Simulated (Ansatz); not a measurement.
# HfC: molecular dynamics by PAW and LAPW

How do the atoms of HfC move (15 steps of 1.5 fs at constant energy, with velocities drawn for 1200 K), by PAW and LAPW? Both runs start alike, so that frozen cores can be judged against all electrons.

Method: DFT PBE, scalar-relativistic, in Ansatz 0.2.0.

## 1. The system as given

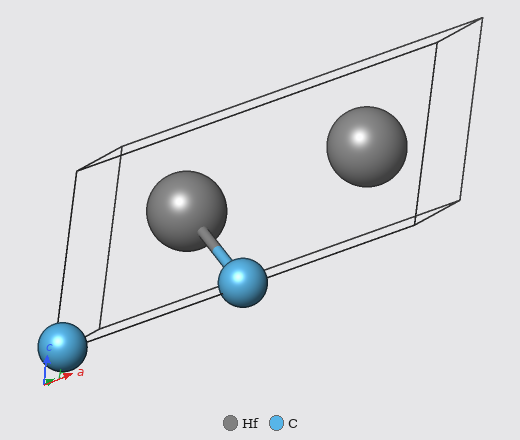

Start, viewed slightly off an axis; hafnium grey, carbon blue. Each atom of the cell is drawn once.

As a file:

```
CELL_PARAMETERS angstrom
0.00000 4.65000 4.65000
2.32500 0.00000 2.32500
2.32500 2.32500 0.00000
ATOMIC_POSITIONS crystal
Hf 0.25000 0.50000 0.50000
Hf 0.75000 0.50000 0.50000
C 0.00000 0.00000 0.00000
C 0.50000 0.00000 0.00000
```

The cell comes from a crystallographic database entry that wasn't checked; take it as a given geometry, which may be far from equilibrium.

## 2. PAW on the default files

input.yaml

```yaml
crystal:
  lattice:
    - [0.0, 4.65, 4.65]
    - [2.325, 0.0, 2.325]
    - [2.325, 2.325, 0.0]
  atoms:
    - { symbol: Hf, position: [0.25, 0.5, 0.5] }
    - { symbol: Hf, position: [0.75, 0.5, 0.5] }
    - { symbol: C, position: [0.0, 0.0, 0.0] }
    - { symbol: C, position: [0.5, 0.0, 0.0] }
kpoints:
  mp_grid: { grid: [4, 7, 7] }
scf:
  occupations: { method: fermi_dirac, width: 0.08 }
hamiltonian:
  xc: pbe
  pseudopotentials: { kind: paw }
output:
  forces: true
  stress: true
md:
  timestep: 1.5
  n_steps: 15
  ensemble: nve
  temperature: 1200
  initial_velocities: maxwell_boltzmann
  seed: 50803
```

Command:

```
ansatz run input.yaml --threads 2 --pin off --max-ram 4096MiB --backend cpu --events-out ev --progress --plain --runs-dir out
```

The log of the run (excerpt; [...] marks lines left out):

```text
Warning: md: disabling space-group detection — thermal motion breaks the input geometry's symmetry, so no spatial operation reduces the k-mesh or symmetrises the density; time reversal is kept, so that k and −k are solved as one point where they differ and the mesh holds both, and exact [...]
Warning: output.stress: scf.convergence.dr2_threshold = 4e-9 eV (the default of an md: trajectory) is looser than the 4e-10 eV advised for a printed stress (1e-10 eV for each atom of the cell: 4). What an SCF threshold leaves in a stress goes as its square root, and in the free energy as [...]
Pseudopotentials: kind: paw
Pseudopotential: Hf, paw, valence charge 26, recommended cutoff 420 eV (normal)
Pseudopotential: C, paw, valence charge 4, recommended cutoff 420 eV (normal)
Functional definition: PBE
[...]
Crystal: 4 atoms, lattice volume = 50.272 Å³
Basis set: ecut = 420 eV, 1007 PW (Γ), exchange–correlation on 90×48×48 points (8 copies of the dense FFT grid, shifted against one another)
Bands: 36, of which v1, the nominal top of the filled ones, is band 30 counted from 1 (29 counted from 0)
Symmetry: 1 space group operations
k-points: 99 of 196 (time reversal used)
[...]
SCF iter   1: F=—  HF=-31948.278980 eV  |F-HF|=—  |Δ(HF+E_count)|=         —  Δρ=1.93e-3  dr2=1.78e-3  ethr=1.77e-3  ⟨swp⟩=4.4  Hψ=11079  notcnv=0  defer=1
[...]
md step     0: t =     0.00 fs  T =  1200.0 K  F+E_penalty+E_count = -31948.27852377 eV  E_kin = 0.465336 eV  conserved = -31947.81318778 eV  P_inst = 1.5393 GPa  (9 SCF iters)
[...]
md step     2: t =     3.00 fs  T =  1130.8 K  F+E_penalty+E_count = -31948.25153590 eV  E_kin = 0.438506 eV  conserved = -31947.81302946 eV  P_inst = 1.6845 GPa  (9 SCF iters)
[...]
md step     3: t =     4.50 fs  T =  1050.8 K  F+E_penalty+E_count = -31948.22029372 eV  E_kin = 0.407460 eV  conserved = -31947.81283324 eV  P_inst = 1.8613 GPa  (9 SCF iters)
[...]
SCF iter   8: F=—  HF=-31948.180999 eV  |F-HF|=—  |Δ(HF+E_count)|=   1.34e-8  Δρ=3.37e-6  dr2=6.90e-9  ethr=4.67e-11  ⟨swp⟩=2.0  Hψ=6552  notcnv=0
```

## 3. The log goes on: 15 steps of 1.5 fs from 1200 K

Output, continued (excerpt; [...] marks lines left out):

```text
SCF iter   9: F=-31948.180999 eV  HF=-31948.180999 eV  |F-HF|=5.64e-10  |Δ(HF+E_count)|=  6.44e-10  Δρ=9.01e-7  dr2=7.56e-10  ethr=6.67e-12  ⟨swp⟩=5.8  Hψ=16009  notcnv=0
[...]
md step     4: t =     6.00 fs  T =   950.0 K  F+E_penalty+E_count = -31948.18099907 eV  E_kin = 0.368394 eV  conserved = -31947.81260514 eV  P_inst = 2.0966 GPa  (9 SCF iters)
[...]
md step     7: t =    10.50 fs  T =   621.1 K  F+E_penalty+E_count = -31948.05275984 eV  E_kin = 0.240849 eV  conserved = -31947.81191132 eV  P_inst = 2.9783 GPa  (4 SCF iters)
[...]
md step    10: t =    15.00 fs  T =   439.8 K  F+E_penalty+E_count = -31947.98221122 eV  E_kin = 0.170542 eV  conserved = -31947.81166945 eV  P_inst = 3.6965 GPa  (7 SCF iters)
[...]
SCF converged after 9 iterations
Free energy (F): -31948.034162 eV
[...]
E sigma→0 (E₀):  -31948.030397 eV
Entropy (-TS):   -0.007531 eV (-1.883 meV/atom)
Fermi energy:    20.194777 eV
[...]
--- Forces (eV/Å), atoms counted from 1 ---
  atom   1  Hf    -0.36219698     0.27127223    -0.10439878
  atom   2  Hf    -1.51097820     0.63885858    -0.99973942
  atom   3  C      0.79772052    -0.41315767     0.91239444
  atom   4  C      1.07545313    -0.49697302     0.19174174
[...]
--- Stress (GPa, compression-positive) ---
        5.623505       0.933873      -1.104565
        0.933873       1.628667       0.547274
       -1.104565       0.547274       2.210809
  P = ⅓ Tr σ = 3.1543 GPa (31.543 kbar)
--- MD trajectory: 15 steps, t = 0.0 → 22.5 fs ---
  final state: T = 571.5 K   F+E_penalty+E_count = -31948.03416241 eV   E_kin = 0.221629 eV
  conserved energy: peak-to-peak 1.527e-3 eV (3.817e-4 eV/atom) over 22.5 fs
```

It took 2.6 min on 2 threads of Arm Neoverse V1, shared host; peak memory 0.53 GiB.

## 4. What the atoms did

The trajectory, step by step (energies from step 0); msd is the mean square displacement from the start, the centre of mass held:

```tsv
time (fs)	T (K)	potential energy change (meV/atom)	total energy change (meV/atom)	pressure (GPa)	msd C (Å²)	msd Hf (Å²)
0.0	1200	0.0	0.00	1.5	0.000	0.000
1.5	1182	1.7	0.01	1.6	0.001	0.000
3.0	1131	6.7	0.04	1.7	0.002	0.000
4.5	1051	14.6	0.09	1.9	0.005	0.000
6.0	950	24.4	0.15	2.1	0.008	0.000
7.5	838	35.3	0.21	2.4	0.011	0.001
9.0	725	46.3	0.27	2.7	0.015	0.001
10.5	621	56.4	0.32	3.0	0.018	0.001
12.0	535	64.8	0.36	3.3	0.022	0.001
13.5	473	70.8	0.38	3.5	0.024	0.002
15.0	440	74.1	0.38	3.7	0.026	0.002
16.5	434	74.6	0.36	3.8	0.027	0.002
18.0	451	72.9	0.31	3.9	0.027	0.003
19.5	486	69.5	0.26	3.9	0.027	0.003
21.0	529	65.3	0.21	3.9	0.026	0.003
22.5	572	61.1	0.16	3.8	0.024	0.004
```

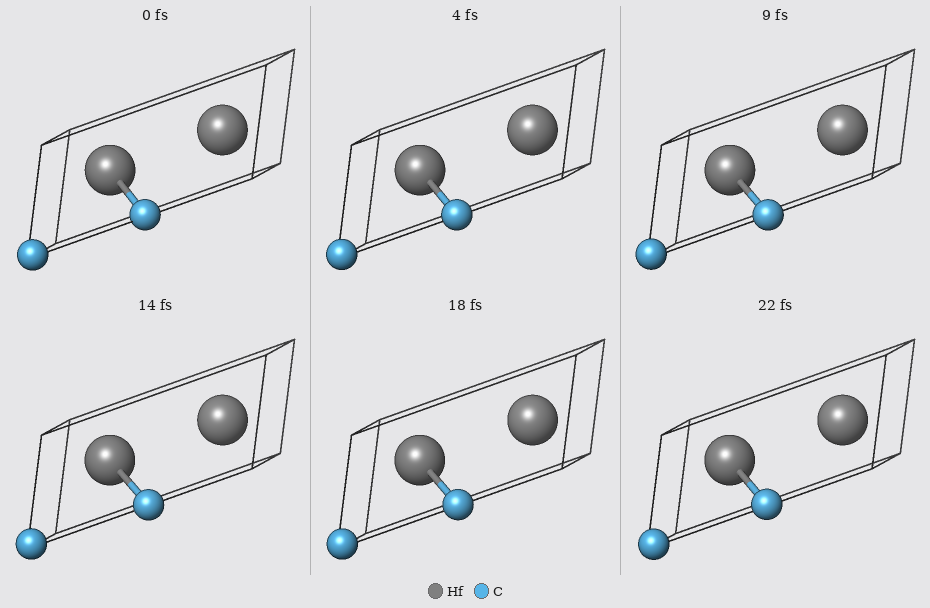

Six frames of the run, seen slightly off an axis. Each atom of the cell is drawn once. Atoms are followed across the cell's faces. Sticks are the contacts of the first frame, kept unless stretched by 40 %.

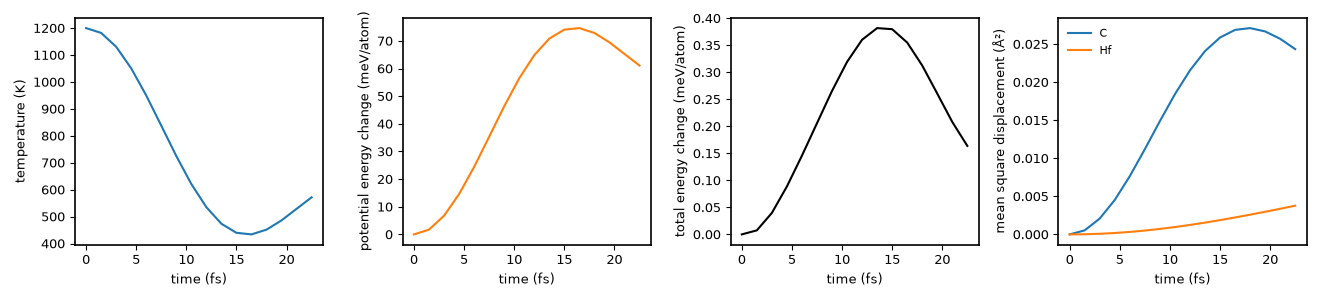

Traces against time; each panel has its own scale.

## 5. Snapshots as a file

Positions (Å) and forces (eV/Å):

```xyz
4
Lattice="0.000 4.650 4.650 2.325 0.000 2.325 2.325 2.325 0.000" Properties=species:S:1:pos:R:3:forces:R:3 pbc="T T T" time_fs=3.0 T=1131 dE=0.0270
Hf    2.321    2.326    2.320   -0.147    0.082   -0.097
Hf    2.333    4.647    4.657   -0.337    0.154   -0.237
C    -0.018    0.005   -0.038   -0.026    0.123    0.541
C    -0.041    2.350    2.327    0.510   -0.358   -0.207
4
Lattice="0.000 4.650 4.650 2.325 0.000 2.325 2.325 2.325 0.000" Properties=species:S:1:pos:R:3:forces:R:3 pbc="T T T" time_fs=6.0 T=950 dE=0.0975
Hf    2.317    2.326    2.315   -0.232    0.136   -0.153
Hf    2.341    4.645    4.664   -0.668    0.296   -0.491
C    -0.036    0.011   -0.073   -0.068    0.230    1.030
C    -0.079    2.373    2.327    0.969   -0.662   -0.387
4
Lattice="0.000 4.650 4.650 2.325 0.000 2.325 2.325 2.325 0.000" Properties=species:S:1:pos:R:3:forces:R:3 pbc="T T T" time_fs=9.0 T=725 dE=0.1852
Hf    2.313    2.327    2.310   -0.286    0.176   -0.176
Hf    2.349    4.643    4.671   -0.995    0.424   -0.736
C    -0.054    0.019   -0.100   -0.073    0.283    1.412
C    -0.110    2.391    2.325    1.354   -0.883   -0.501
4
Lattice="0.000 4.650 4.650 2.325 0.000 2.325 2.325 2.325 0.000" Properties=species:S:1:pos:R:3:forces:R:3 pbc="T T T" time_fs=12.0 T=535 dE=0.2593
Hf    2.308    2.327    2.305   -0.334    0.209   -0.181
Hf    2.356    4.640    4.678   -1.290    0.531   -0.939
C    -0.073    0.028   -0.117    0.001    0.257    1.638
C    -0.131    2.403    2.319    1.623   -0.997   -0.518
4
Lattice="0.000 4.650 4.650 2.325 0.000 2.325 2.325 2.325 0.000" Properties=species:S:1:pos:R:3:forces:R:3 pbc="T T T" time_fs=13.5 T=473 dE=0.2833
Hf    2.306    2.328    2.303   -0.353    0.224   -0.178
Hf    2.359    4.640    4.681   -1.407    0.572   -1.012
C    -0.083    0.034   -0.121    0.068    0.212    1.677
C    -0.137    2.406    2.315    1.693   -1.008   -0.487
4
Lattice="0.000 4.650 4.650 2.325 0.000 2.325 2.325 2.325 0.000" Properties=species:S:1:pos:R:3:forces:R:3 pbc="T T T" time_fs=16.5 T=434 dE=0.2985
Hf    2.301    2.329    2.298   -0.382    0.246   -0.163
Hf    2.365    4.638    4.687   -1.556    0.625   -1.087
C    -0.101    0.046   -0.121    0.259    0.064    1.596
C    -0.140    2.407    2.304    1.679   -0.936   -0.347
4
Lattice="0.000 4.650 4.650 2.325 0.000 2.325 2.325 2.325 0.000" Properties=species:S:1:pos:R:3:forces:R:3 pbc="T T T" time_fs=19.5 T=486 dE=0.2780
Hf    2.296    2.330    2.292   -0.390    0.264   -0.139
Hf    2.370    4.636    4.692   -1.585    0.646   -1.074
C    -0.118    0.058   -0.109    0.514   -0.154    1.325
C    -0.131    2.401    2.290    1.461   -0.755   -0.112
4
Lattice="0.000 4.650 4.650 2.325 0.000 2.325 2.325 2.325 0.000" Properties=species:S:1:pos:R:3:forces:R:3 pbc="T T T" time_fs=22.5 T=572 dE=0.2444
Hf    2.291    2.331    2.287   -0.362    0.271   -0.104
Hf    2.375    4.635    4.697   -1.511    0.639   -1.000
C    -0.131    0.069   -0.087    0.798   -0.413    0.912
C    -0.112    2.390    2.276    1.075   -0.497    0.192
```

## 6. Full-potential LAPW

Edit input.yaml of step 2 so:

```diff
@@ -16,3 +16,3 @@
   xc: pbe
-  pseudopotentials: { kind: paw }
+  pseudopotentials: { kind: all_electron, lapw: { basis_error: 0.001 } }
 output:
```

Command:

```
ansatz run input.yaml --threads 2 --pin off --max-ram 4096MiB --backend cpu --events-out ev --progress --plain --runs-dir out
```

The log of the run (excerpt; [...] marks lines left out):

```text
Warning: md: disabling space-group detection — thermal motion breaks the input geometry's symmetry, so no spatial operation reduces the k-mesh or symmetrises the density; time reversal is kept, so that k and −k are solved as one point where they differ and the mesh holds both, and exact [...]
LAPW: plane waves up to 9.218 Å⁻¹, error target 1.0e-3 eV per atom; small_component_spin mean_spin; C in spheres of 0.922 Å, 6 of its electrons in bands, Dirac shells []; Hf in spheres of 1.333 Å, 42 of its electrons in bands, Dirac shells []
[...]
Pseudopotentials: kind: all_electron
Pseudopotential: Hf, LAPW, valence charge 42, Koelling and Harmon's equation, gaussian nucleus
Pseudopotential: C, LAPW, valence charge 6, Koelling and Harmon's equation, gaussian nucleus
[... 1 set-up line as earlier in the session ...]
[...]
Crystal: 4 atoms, lattice volume = 50.272 Å³
Basis set: ecut = 323.7244825786237 eV, 663 PW (Γ), FFT grids on a1−a3, a2, a3, exchange–correlation at level 2
Bands: 58, of which v1, the nominal top of the filled ones, is band 48 counted from 1 (47 counted from 0)
[... 1 set-up line as earlier in the session ...]
k-points: 99 of 196 (time reversal used)
[...]
SCF iter   1: F=—  HF=-822581.871960 eV  |F-HF|=—  |Δ(HF+E_count)|=         —  Δρ=1.31e-1  dr2=1.24e1  ethr=1.30e-2  ⟨swp⟩=2.0  Hψ=34689  notcnv=0
[...]
the basis was enlarged: its passes take 309.0 KiB over the memory plan, 2 of 2 planned eigensolver slots
[...]
md step     0: t =     0.00 fs  T =  1200.0 K  F+E_penalty+E_count = -822577.88326286 eV  E_kin = 0.465336 eV  conserved = -822577.41792686 eV  P_inst = 1.5909 GPa  (12 SCF iters)
[...]
md step     1: t =     1.50 fs  T =  1182.3 K  F+E_penalty+E_count = -822577.87636917 eV  E_kin = 0.458473 eV  conserved = -822577.41789664 eV  P_inst = 1.6274 GPa  (10 SCF iters)
[...]
SCF iter   7: F=—  HF=-822577.856309 eV  |F-HF|=—  |Δ(HF+E_count)|=   1.02e-7  Δρ=1.67e-5  dr2=4.01e-7  ethr=2.71e-9  ⟨swp⟩=2.0  Hψ=16844  notcnv=0
```

## 7. More of the same log: 15 steps of 1.5 fs from 1200 K, LAPW in place of PAW files

Output, continued (excerpt; [...] marks lines left out):

```text
SCF iter   8: F=—  HF=-822577.856309 eV  |F-HF|=—  |Δ(HF+E_count)|=   6.71e-8  Δρ=6.21e-6  dr2=2.81e-8  ethr=4.18e-10  ⟨swp⟩=2.3  Hψ=16875  notcnv=0
[...]
md step     2: t =     3.00 fs  T =  1130.9 K  F+E_penalty+E_count = -822577.85630899 eV  E_kin = 0.438542 eV  conserved = -822577.41776720 eV  P_inst = 1.7365 GPa  (11 SCF iters)
[...]
md step     5: t =     7.50 fs  T =   838.4 K  F+E_penalty+E_count = -822577.74214554 eV  E_kin = 0.325110 eV  conserved = -822577.41710258 eV  P_inst = 2.4295 GPa  (11 SCF iters)
[...]
md step     8: t =    12.00 fs  T =   535.2 K  F+E_penalty+E_count = -822577.62389529 eV  E_kin = 0.207557 eV  conserved = -822577.41648485 eV  P_inst = 3.3191 GPa  (9 SCF iters)
[...]
md step    11: t =    16.50 fs  T =   433.8 K  F+E_penalty+E_count = -822577.58458849 eV  E_kin = 0.168231 eV  conserved = -822577.41650455 eV  P_inst = 3.8882 GPa  (5 SCF iters)
[...]
NSCF: frozen V_eff on 99 k-points
[...]
SCF converged after 10 iterations
Free energy (F): -822577.638703 eV
[...]
E sigma→0 (E₀):  -822577.634930 eV
Entropy (-TS):   -0.007547 eV (-1.887 meV/atom)
Fermi energy:    20.548900 eV
[...]
--- Forces (eV/Å), atoms counted from 1 ---
  atom   1  Hf    -0.36196964     0.27104511    -0.10452584
  atom   2  Hf    -1.51117460     0.63863243    -0.99956059
  atom   3  C      0.79692656    -0.41198866     0.91331414
  atom   4  C      1.07621771    -0.49768860     0.19077380
[...]
--- Stress (GPa, compression-positive) ---
        5.679150       0.932105      -1.104029
        0.932105       1.687444       0.546347
       -1.104029       0.546347       2.271956
  P = ⅓ Tr σ = 3.2128 GPa (32.128 kbar)
--- Band table (eV; the first three rows and the last of 99) ---
[...]
--- MD trajectory: 15 steps, t = 0.0 → 22.5 fs ---
  final state: T = 571.4 K   F+E_penalty+E_count = -822577.63870318 eV   E_kin = 0.221582 eV
  conserved energy: peak-to-peak 1.529e-3 eV (3.822e-4 eV/atom) over 22.5 fs
```

Run time: 34 min. Hardware: 2 threads of Arm Neoverse V1, shared host; peak memory 0.89 GiB.

## 8. The trajectory

The trajectory, step by step (energies from step 0); msd is the mean square displacement from the start, the centre of mass held:

```tsv
time (fs)	T (K)	potential energy change (meV/atom)	total energy change (meV/atom)	pressure (GPa)	msd C (Å²)	msd Hf (Å²)
0.0	1200	0.0	0.00	1.6	0.000	0.000
1.5	1182	1.7	0.01	1.6	0.001	0.000
3.0	1131	6.7	0.04	1.7	0.002	0.000
4.5	1051	14.6	0.09	1.9	0.005	0.000
6.0	950	24.4	0.15	2.2	0.008	0.000
7.5	838	35.3	0.21	2.4	0.011	0.001
9.0	725	46.3	0.27	2.7	0.015	0.001
10.5	621	56.4	0.32	3.0	0.018	0.001
12.0	535	64.8	0.36	3.3	0.022	0.001
13.5	474	70.8	0.38	3.6	0.024	0.002
15.0	440	74.1	0.38	3.8	0.026	0.002
16.5	434	74.7	0.36	3.9	0.027	0.002
18.0	451	72.9	0.31	4.0	0.027	0.003
19.5	486	69.5	0.26	4.0	0.027	0.003
21.0	529	65.3	0.21	3.9	0.026	0.003
22.5	571	61.1	0.16	3.8	0.024	0.004
```

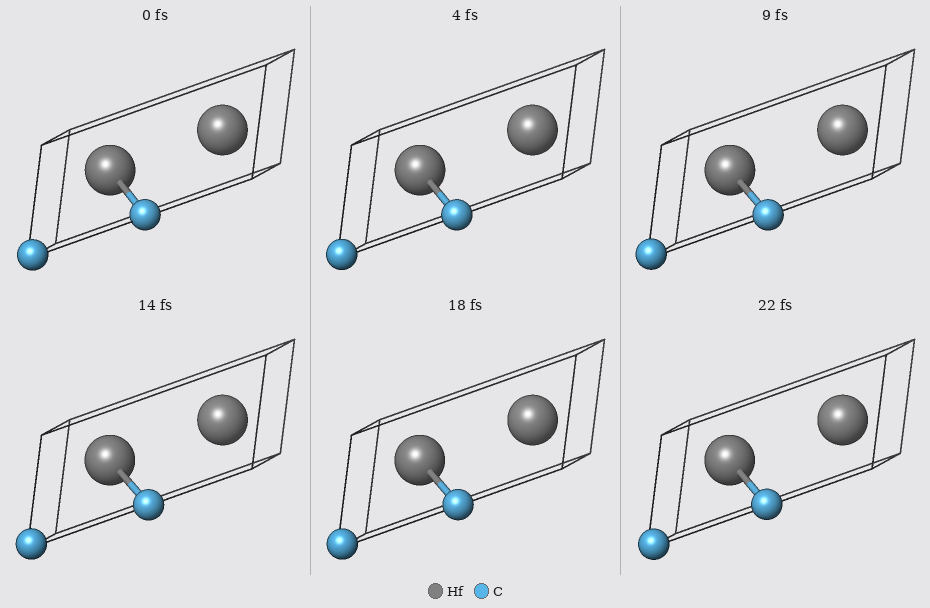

The system at six times, viewed slightly off an axis. Each atom of the cell is drawn once. Atoms are followed across the cell's faces. Sticks are the contacts of the first frame, kept unless stretched by 40 %.

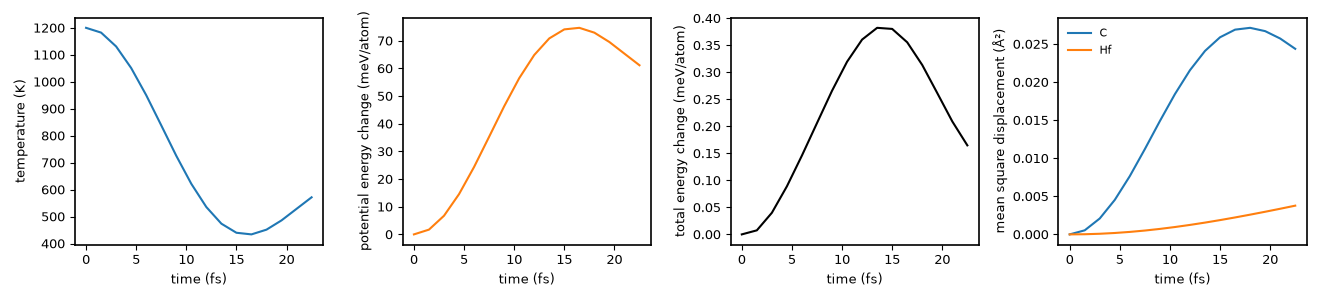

Traces against time; each panel has its own scale.

## 9. Summary of results

| quantity | value |
| --- | --- |
| PAW: length | 15 steps of 1.5 fs |
| PAW: temperature, first and last step | 1200 and 572 K |
| PAW: temperature, second half | mean 490 K, from 434 to 572 K |
| PAW: potential energy, second half | +69 meV/atom from this run's first step |
| PAW: largest change of the total energy | 0.38 meV/atom |
| PAW: mean square displacement, second half | C 0.025, Hf 0.002 Å² |
| LAPW: length | 15 steps of 1.5 fs |
| LAPW: temperature, first and last step | 1200 and 571 K |
| LAPW: temperature, second half | mean 490 K, from 434 to 571 K |
| LAPW: potential energy, second half | +69 meV/atom from this run's first step |
| LAPW: largest change of the total energy | 0.38 meV/atom |
| LAPW: mean square displacement, second half | C 0.025, Hf 0.002 Å² |

The temperature starts at 1200 K and averages 490 K in the second half, where it ranges from 434 to 572 K. The total energy strays from its start by at most 0.38 meV/atom, 0.5 % of the mean kinetic energy, which is good for a step of 1.5 fs. No atom gets farther than 0.17 Å from its start, with the drift of the whole removed, against a typical distance of 2.3 Å between sites at the start. From the same start the temperatures of the two runs stay within 0.4 K of each other. Averages from a run of 22 fs with 4 atoms are rough. The price, with the outputs that each input asks for: 34 min for LAPW against 2.6 min for PAW, about 13 to one.
